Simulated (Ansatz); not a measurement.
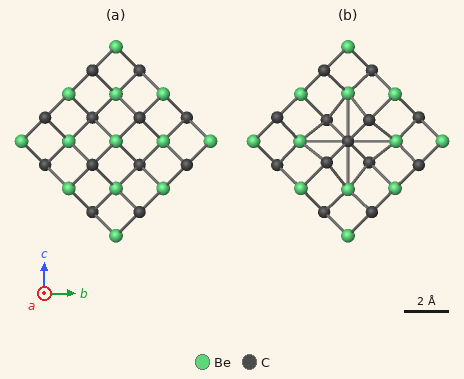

Left: perfect Be2C. Right: the same region with one point defect, after relaxing the atoms in a supercell of 48 sites. The picture is a ball-and-stick view of the atoms within 4.6 Å of one point, in a slice 4.2 Å thick across the line of sight, seen along the a axis.

Method: DFT PBE, scalar-relativistic, plane waves, PAW (Ansatz 0.2.0). Set-up: plane-wave cutoff 420 eV; k-point mesh 2 × 2 × 2; occupations gaussian; smearing width 0.01 eV; mesh shifted by (0.5, 0.5, 0.5); no spin polarisation. The cell is small and the k-mesh coarse, so the numbers are rough. A uniform background neutralises the charged cell. The axes drawn are those of the host's conventional cell.

Question: What kind of defect was made?

Answer: A beryllium atom is replaced by carbon.

The charge state of the cell is +2.

Question: What does the relaxation do around it?

Answer: In the host the Be atom has 4 C at 1.87 Å, 6 Be at 2.16 Å; the C atom ends with 4 C at 1.68 Å. Of the host's atoms, a carbon atom moves furthest from its site, by 0.19 Å.
